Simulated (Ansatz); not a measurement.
# Ti: geometry relaxation (part 1 of 2)

System: Ti (slab, 14 atoms in the cell).
Method: DFT PBEsol, scalar-relativistic, plane waves, PAW, no spin polarisation (Ansatz 0.2.0).

The structure derives from an entry of the Crystallography Open Database. The input holds or restrains some coordinates. Forces given for the steps count only the free coordinates. It belongs to a series of runs on one base structure; here: clean surface, atoms relaxed. Figures and captions count atoms from 1; the log counts them from 0 in places.

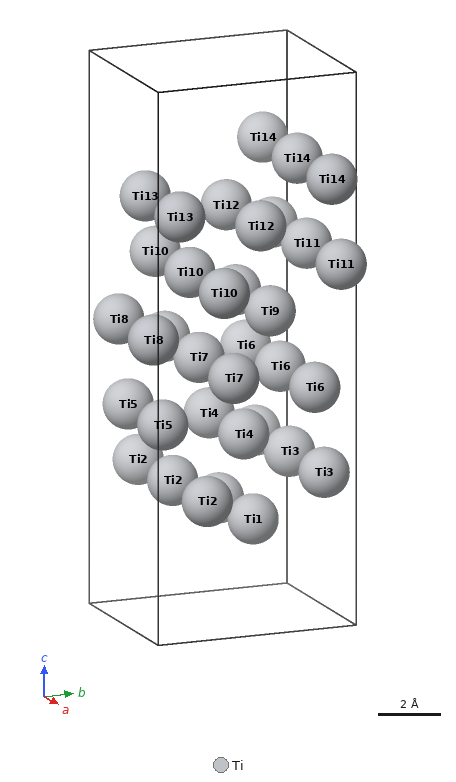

Figure 1. The starting structure (spheres-only view of the 2 × 1 repeat of the cell, with the vacuum cut short, seen slightly off an axis; atoms are numbered from 1 in the order of the input). An atom can appear more than once, as a periodic image.

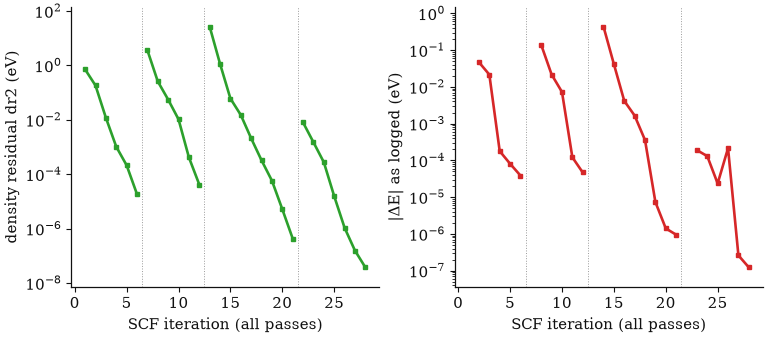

Figure 2. Convergence of the self-consistent field: density residual dr2 and size of the energy change against the SCF iteration. The dotted lines part the SCF passes of the relaxation: geometry steps, rejected trials and re-solves on a re-selected basis. The passes take 6, 6, 9 and 7 iterations.

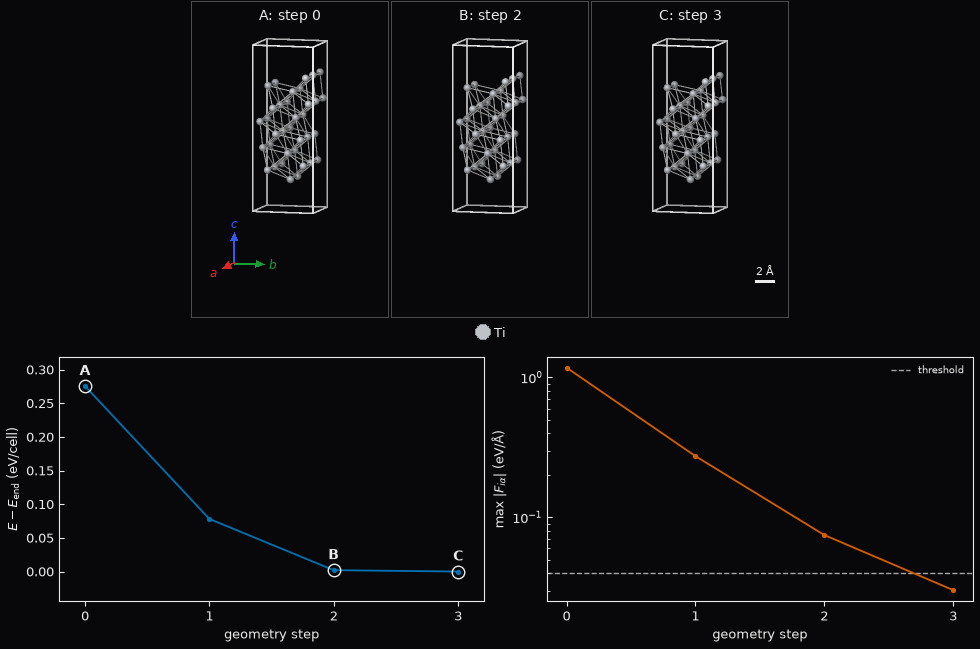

Figure 3. Frames of the restrained relaxation (ball-and-stick view of the 2 × 1 repeat of the cell, with the vacuum cut short, seen slightly off an axis) above the curves, on which the letters mark them (the first geometry is step 0 here and step 1 in the log).

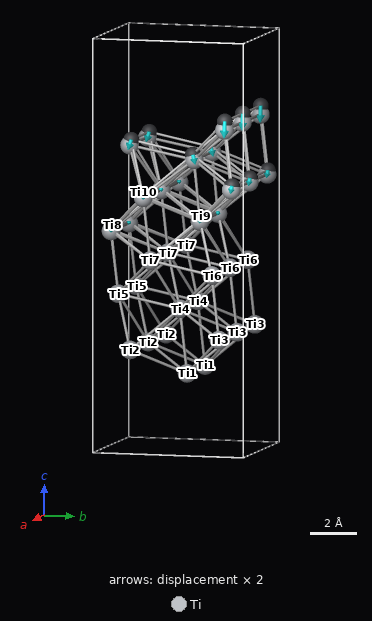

Figure 4. Start (faint) and end (solid) with the displacements as teal arrows, magnified 2 times (ball-and-stick view of the 2 × 1 repeat of the cell, with the vacuum cut short, seen slightly off an axis). Ti14 moves most: 0.39 Å. The cell doesn't change. Among the contacts that change: Ti11–Ti14 2.897 → 2.683 Å, Ti9–Ti12 2.897 → 2.757 Å, Ti12–Ti14 2.950 → 2.811 Å, Ti12–Ti13 2.897 → 3.024 Å. After 3 geometry steps the energy has fallen by 0.275 eV per cell of the calculation. The largest force component goes from 1.2 to 0.03 eV/Å. (Atoms are counted from 1 in the order of the input.)

These pictures come from the run below.

### Input file
```yaml
crystal:
  lattice:
    - [2.94999786, 0.0, 0.0]
    - [0.0, 6.93296893, 0.0]
    - [0.0, 0.0, 29.5118231841]
  atoms:
    - { symbol: Ti, position: [0.5, 0.56684214, 0.3049625211] }
    - { symbol: Ti, position: [0.0, 0.2478948, 0.3439700209] }
    - { symbol: Ti, position: [0.0, 0.83842112, 0.3634737708] }
    - { symbol: Ti, position: [0.5, 0.51947378, 0.4024812605] }
    - { symbol: Ti, position: [0.5, 0.11000011, 0.4219850104] }
    - { symbol: Ti, position: [0.0, 0.79105276, 0.4609925002] }
    - { symbol: Ti, position: [0.0, 0.38157909, 0.4804962501] }
    - { symbol: Ti, position: [0.5, 0.06263174, 0.5195037499] }
    - { symbol: Ti, position: [0.5, 0.65315807, 0.5390074998] }
    - { symbol: Ti, position: [0.0, 0.33421072, 0.5780149896] }
    - { symbol: Ti, position: [0.0, 0.92473705, 0.5975187395] }
    - { symbol: Ti, position: [0.5, 0.6057897, 0.6365262292] }
    - { symbol: Ti, position: [0.5, 0.19631603, 0.6560299791] }
    - { symbol: Ti, position: [0.0, 0.87736868, 0.6950374789] }
basis:
  ecutwfc: 420.0
  fft_grid_basis: typed
kpoints:
  mp_grid: { grid: [9, 4, 1] }
hamiltonian:
  xc: pbesol
  pseudopotentials: { kind: paw }
scf:
  occupations: { method: gaussian, width: 0.1 }
output:
  forces: true
  eigenvalues: true
efield:
  axis: 3
  dipole_correction: true
  ramp_width: 0.04
relax:
  adjacent_minimum: "off"
  f_tol: 0.04
  max_steps: 40
  constraints: [{ sites: [0, 1, 2, 3, 4, 5, 6] }]
```

Launch command:
```bash
ansatz run input.yaml --threads 2 --pin off --max-ram 4423MiB --backend cpu --events-out ev --progress --plain --runs-dir out
```

### What the program printed
```
Engine: ansatz 0.2.0, x86_64-unknown-linux-gnu
Pseudopotentials: kind: paw
Pseudopotential: Ti, paw, valence charge 12, recommended cutoff 420 eV (normal), Ti.paw.azcp
Functional definition: PBEsol
  exchange = pbesol_x
  correlation = pbesol_c
Crystal: 14 atoms, lattice volume = 603.583 Å³
Basis set: ecut = 420 eV, 11745 PW (Γ), exchange–correlation on 40×96×400 points (8 copies of the dense FFT grid, shifted against one another)
Bands: 101, of which v1, the nominal top of the filled ones, is band 84 counted from 1 (83 counted from 0)
Symmetry: 2 space group operations
k-points: 15 of 36 (time reversal used)
Non-local potential: Ti, projectors of the file, l = 0: 3, l = 1: 2, l = 2: 3, l = 3: 1
PAW form: soft (Blöchl's): semilocal exchange-correlation on the pseudo side does not see the compensation charge
PAW frozen core: Ti, regenerated for the run's functional, and the local potential with it (the file was generated under x = pbe(κ = 0.804, μ = 0.2195149727645171), c = pbe(β = 0.06672455060314922))
PAW one-centre angular grid: Ti, 590 points (default); XC on 64 Gauss nodes
Initial density: superposition of atomic densities (neutral atoms: chi_scale 0, normalization atom), corrected by the library's trained network
Initial wavefunctions: pseudopotential atomic-orbital guess
Functional: x = pbesol(κ = 0.804, μ = 0.12345679012345678), c = pbesol(β = 0.046)
SCF iter   1: F=—  HF=-34628.192855 eV  |F-HF|=—  |Δ(HF+E_count)|=         —  Δρ=7.22e-3  dr2=7.09e-1  ethr=1.77e-3  p=0.000 e·Å  D=4.11e-10 V/Å  ΔV_dip=-0.00 eV  dr2_dipole=6.41e-8  V_vac-E_F(+/−)=3.63/3.63 eV  ⟨swp⟩=9.7  Hψ=7350  notcnv=0
efield: sawtooth ramp at fractional position 0.9800 (placed from the atoms, in the widest stretch of the axis that holds none; the zero of the levels goes with the place), width 0.0400; the density the first Hamiltonian is built on has a dipole p = 0.000 e·Å; the dipole correction subtracts the counter field D = 4.11e-10 V/Å, which shifts the + side's vacuum level by -0.00 eV against the − side's; the planar-averaged density in the ramp window peaks in size at 1.2e-5 e/Å³
preconditioner: auto → LDOS  [metal: Δε(μ)=0.009 eV  Ē_g=2.136 eV  σ=0.100 eV  W_gap=0.05  n_scr=90 (ndim 8)  ℏωp=11.3 eV  f_vac=0.518  D(μ)=20.22/eV (n_scr^D=144)  β→1.0]
SCF iter   2: F=—  HF=-34628.146260 eV  |F-HF|=—  |Δ(HF+E_count)|=   4.66e-2  Δρ=4.61e-3  dr2=1.82e-1  ethr=4.22e-4  p=0.000 e·Å  D=2.40e-5 V/Å  ΔV_dip=-0.00 eV  dr2_dipole=2.40e-6  V_vac-E_F(+/−)=3.62/3.62 eV  ⟨swp⟩=2.8  Hψ=2578  notcnv=0  defer=51
SCF iter   3: F=—  HF=-34628.124720 eV  |F-HF|=—  |Δ(HF+E_count)|=   2.15e-2  Δρ=9.21e-4  dr2=1.19e-2  ethr=1.08e-4  p=0.000 e·Å  D=9.60e-6 V/Å  ΔV_dip=-0.00 eV  dr2_dipole=1.90e-7  V_vac-E_F(+/−)=3.61/3.61 eV  ⟨swp⟩=2.2  Hψ=2233  notcnv=0  defer=51
SCF iter   4: F=—  HF=-34628.124542 eV  |F-HF|=—  |Δ(HF+E_count)|=   1.78e-4  Δρ=3.30e-4  dr2=1.02e-3  ethr=7.11e-6  p=0.000 e·Å  D=2.73e-6 V/Å  ΔV_dip=-0.00 eV  dr2_dipole=1.26e-7  V_vac-E_F(+/−)=3.59/3.59 eV  ⟨swp⟩=2.3  Hψ=1943  notcnv=0  defer=51
SCF iter   5: F=—  HF=-34628.124623 eV  |F-HF|=—  |Δ(HF+E_count)|=   8.08e-5  Δρ=1.43e-4  dr2=2.12e-4  ethr=6.08e-7  p=0.000 e·Å  D=2.79e-6 V/Å  ΔV_dip=-0.00 eV  dr2_dipole=7.05e-8  V_vac-E_F(+/−)=3.58/3.58 eV  ⟨swp⟩=2.4  Hψ=2055  notcnv=0  defer=51
SCF iter   6: F=-34628.124657 eV  HF=-34628.124661 eV  |F-HF|=4.03e-6  |Δ(HF+E_count)|=   3.86e-5  Δρ=4.49e-5  dr2=1.83e-5  ethr=2.38e-8  p=0.000 e·Å  D=6.74e-7 V/Å  ΔV_dip=-0.00 eV  dr2_dipole=2.23e-8  V_vac-E_F(+/−)=3.57/3.57 eV  ⟨swp⟩=16.1  Hψ=7144  notcnv=0
SCF 1 converged in 6 iterations: F = -34628.124657 eV  dr2 = 1.83e-5
  greatest PAW one-centre occupation: 0.999 electrons in one spin orbital (limit 2), on the Ti atom at site 3 (counted from 0), in its partial waves of l = 0
relax step   1: F+E_penalty+E_count = -34628.12465743 eV  Δ(F+E_penalty+E_count) = +0.000e0 eV  max|allowed force component| = 1.176e0 eV/Å  Δτ_max = 0.0000 Å  (6 SCF iters, dr2 threshold 4.00e-5 eV, accepted)
Initial density: handed on by an earlier stage of this run
Initial wavefunctions: those handed on with the density
iter 1 solved again at ethr=1.71e-3 eV; its pass at ethr=3.10e-3 eV (dr2=2.87e0 eV) is discarded
SCF iter   1: F=—  HF=-34628.488153 eV  |F-HF|=—  |Δ(HF+E_count)|=         —  Δρ=9.95e-3  dr2=3.62e0  ethr=1.71e-3  p=0.000 e·Å  D=7.63e-7 V/Å  ΔV_dip=-0.00 eV  dr2_dipole=3.08e-1  V_vac-E_F(+/−)=3.59/3.59 eV  ⟨swp⟩=1.1  Hψ=4864  notcnv=0  defer=31
efield: sawtooth ramp at fractional position 0.9800 (handed on by an earlier solve), width 0.0400; the density the first Hamiltonian is built on has a dipole p = 0.000 e·Å; the dipole correction subtracts the counter field D = 7.63e-7 V/Å, which shifts the + side's vacuum level by -0.00 eV against the − side's; the planar-averaged density in the ramp window peaks in size at 8.0e-7 e/Å³
preconditioner: auto → LDOS  [metal: Δε(μ)=0.001 eV  Ē_g=2.152 eV  σ=0.100 eV  W_gap=0.01  n_scr=90 (ndim 8)  ℏωp=11.3 eV  f_vac=0.526  D(μ)=22.08/eV (n_scr^D=174)  β→1.0]
SCF iter   2: F=—  HF=-34628.350604 eV  |F-HF|=—  |Δ(HF+E_count)|=   1.38e-1  Δρ=4.07e-3  dr2=2.58e-1  ethr=1.71e-3  p=0.019 e·Å  D=5.67e-3 V/Å  ΔV_dip=-0.17 eV  dr2_dipole=1.35e-3  V_vac-E_F(+/−)=3.41/3.57 eV  ⟨swp⟩=3.2  Hψ=2294  notcnv=0  defer=32
SCF iter   3: F=—  HF=-34628.329034 eV  |F-HF|=—  |Δ(HF+E_count)|=   2.16e-2  Δρ=1.68e-3  dr2=5.52e-2  ethr=1.54e-4  p=0.004 e·Å  D=1.10e-3 V/Å  ΔV_dip=-0.03 eV  dr2_dipole=5.78e-3  V_vac-E_F(+/−)=3.54/3.57 eV  ⟨swp⟩=2.7  Hψ=2841  notcnv=0  defer=37
SCF iter   4: F=—  HF=-34628.321797 eV  |F-HF|=—  |Δ(HF+E_count)|=   7.24e-3  Δρ=5.13e-4  dr2=1.04e-2  ethr=3.29e-5  p=0.003 e·Å  D=8.95e-4 V/Å  ΔV_dip=-0.03 eV  dr2_dipole=4.20e-3  V_vac-E_F(+/−)=3.55/3.57 eV  ⟨swp⟩=2.3  Hψ=2483  notcnv=0  defer=44
SCF iter   5: F=—  HF=-34628.321918 eV  |F-HF|=—  |Δ(HF+E_count)|=   1.21e-4  Δρ=1.53e-4  dr2=4.14e-4  ethr=6.19e-6  p=0.000 e·Å  D=1.04e-4 V/Å  ΔV_dip=-0.00 eV  dr2_dipole=1.59e-4  V_vac-E_F(+/−)=3.57/3.57 eV  ⟨swp⟩=1.9  Hψ=1848  notcnv=0  defer=42
SCF iter   6: F=-34628.321958 eV  HF=-34628.321965 eV  |F-HF|=7.34e-6  |Δ(HF+E_count)|=   4.68e-5  Δρ=6.23e-5  dr2=4.15e-5  ethr=5.14e-8  p=-0.001 e·Å  D=-3.56e-4 V/Å  ΔV_dip=0.01 eV  dr2_dipole=5.03e-7  V_vac-E_F(+/−)=3.58/3.57 eV  ⟨swp⟩=15.5  Hψ=7361  notcnv=0
SCF 2 converged in 6 iterations: F = -34628.321958 eV  dr2 = 4.15e-5
  greatest PAW one-centre occupation: 0.999 electrons in one spin orbital (limit 2), on the Ti atom at site 10 (counted from 0), in its partial waves of l = 0
relax step   2: F+E_penalty+E_count = -34628.32195789 eV  Δ(F+E_penalty+E_count) = -1.973e-1 eV  max|allowed force component| = 2.742e-1 eV/Å  Δτ_max = 0.1948 Å  (6 SCF iters, dr2 threshold 8.64e-5 eV, accepted)
SCF iter   1: F=—  HF=-34628.879436 eV  |F-HF|=—  |Δ(HF+E_count)|=         —  Δρ=1.81e-2  dr2=2.66e1  ethr=3.10e-3  p=-0.001 e·Å  D=-3.56e-4 V/Å  ΔV_dip=0.01 eV  dr2_dipole=4.21e0  V_vac-E_F(+/−)=3.60/3.59 eV  ⟨swp⟩=5.0  Hψ=3507  notcnv=0  defer=3
efield: sawtooth ramp at fractional position 0.9800 (handed on by an earlier solve), width 0.0400; the density the first Hamiltonian is built on has a dipole p = -0.001 e·Å; the dipole correction subtracts the counter field D = -3.56e-4 V/Å, which shifts the + side's vacuum level by +0.01 eV against the − side's; the planar-averaged density in the ramp window peaks in size at 2.4e-6 e/Å³
preconditioner: auto → LDOS  [metal: Δε(μ)=0.006 eV  Ē_g=2.194 eV  σ=0.100 eV  W_gap=0.03  n_scr=90 (ndim 8)  ℏωp=11.3 eV  f_vac=0.533  D(μ)=21.45/eV (n_scr^D=164)  β→1.0]
SCF iter   2: F=—  HF=-34628.445672 eV  |F-HF|=—  |Δ(HF+E_count)|=   4.34e-1  Δρ=5.64e-3  dr2=1.14e0  ethr=3.10e-3  p=0.042 e·Å  D=1.27e-2 V/Å  ΔV_dip=-0.37 eV  dr2_dipole=6.12e-1  V_vac-E_F(+/−)=3.23/3.60 eV  ⟨swp⟩=2.0  Hψ=1963  notcnv=0  defer=46
SCF iter   3: F=—  HF=-34628.404199 eV  |F-HF|=—  |Δ(HF+E_count)|=   4.15e-2  Δρ=2.03e-3  dr2=6.04e-2  ethr=6.80e-4  p=0.013 e·Å  D=3.91e-3 V/Å  ΔV_dip=-0.12 eV  dr2_dipole=6.20e-3  V_vac-E_F(+/−)=3.46/3.58 eV  ⟨swp⟩=2.1  Hψ=2082  notcnv=0  defer=47
SCF iter   4: F=—  HF=-34628.400056 eV  |F-HF|=—  |Δ(HF+E_count)|=   4.14e-3  Δρ=9.29e-4  dr2=1.50e-2  ethr=3.59e-5  p=0.010 e·Å  D=2.92e-3 V/Å  ΔV_dip=-0.09 eV  dr2_dipole=2.30e-3  V_vac-E_F(+/−)=3.49/3.57 eV  ⟨swp⟩=2.9  Hψ=2698  notcnv=0  defer=47
SCF iter   5: F=—  HF=-34628.398408 eV  |F-HF|=—  |Δ(HF+E_count)|=   1.65e-3  Δρ=3.60e-4  dr2=2.07e-3  ethr=8.91e-6  p=0.005 e·Å  D=1.50e-3 V/Å  ΔV_dip=-0.04 eV  dr2_dipole=2.34e-4  V_vac-E_F(+/−)=3.53/3.57 eV  ⟨swp⟩=2.0  Hψ=1886  notcnv=0  defer=47
SCF iter   6: F=—  HF=-34628.398052 eV  |F-HF|=—  |Δ(HF+E_count)|=   3.56e-4  Δρ=1.19e-4  dr2=3.22e-4  ethr=1.23e-6  p=0.001 e·Å  D=3.20e-4 V/Å  ΔV_dip=-0.01 eV  dr2_dipole=6.39e-5  V_vac-E_F(+/−)=3.56/3.57 eV  ⟨swp⟩=2.2  Hψ=1970  notcnv=0  defer=47
SCF iter   7: F=—  HF=-34628.398060 eV  |F-HF|=—  |Δ(HF+E_count)|=   7.36e-6  Δρ=5.48e-5  dr2=5.76e-5  ethr=1.92e-7  p=-0.002 e·Å  D=-6.54e-4 V/Å  ΔV_dip=0.02 eV  dr2_dipole=2.55e-6  V_vac-E_F(+/−)=3.59/3.57 eV  ⟨swp⟩=2.3  Hψ=1917  notcnv=0  defer=47
SCF iter   8: F=—  HF=-34628.398061 eV  |F-HF|=—  |Δ(HF+E_count)|=   1.41e-6  Δρ=1.83e-5  dr2=5.13e-6  ethr=3.43e-8  p=-0.003 e·Å  D=-1.00e-3 V/Å  ΔV_dip=0.03 eV  dr2_dipole=2.37e-7  V_vac-E_F(+/−)=3.60/3.57 eV  ⟨swp⟩=2.1  Hψ=1890  notcnv=0  defer=47
SCF iter   9: F=-34628.398062 eV  HF=-34628.398062 eV  |F-HF|=1.45e-7  |Δ(HF+E_count)|=   9.50e-7  Δρ=5.68e-6  dr2=4.30e-7  ethr=2.80e-9  p=-0.004 e·Å  D=-1.09e-3 V/Å  ΔV_dip=0.03 eV  dr2_dipole=1.10e-7  V_vac-E_F(+/−)=3.60/3.57 eV  ⟨swp⟩=16.4  Hψ=6290  notcnv=0
SCF 3 converged in 9 iterations: F = -34628.398062 eV  dr2 = 4.30e-7
relax step   3: F+E_penalty+E_count = -34628.39806233 eV  Δ(F+E_penalty+E_count) = -7.610e-2 eV  max|allowed force component| = 7.486e-2 eV/Å  Δτ_max = 0.1948 Å  (9 SCF iters, dr2 threshold 4.70e-6 eV, accepted)
```
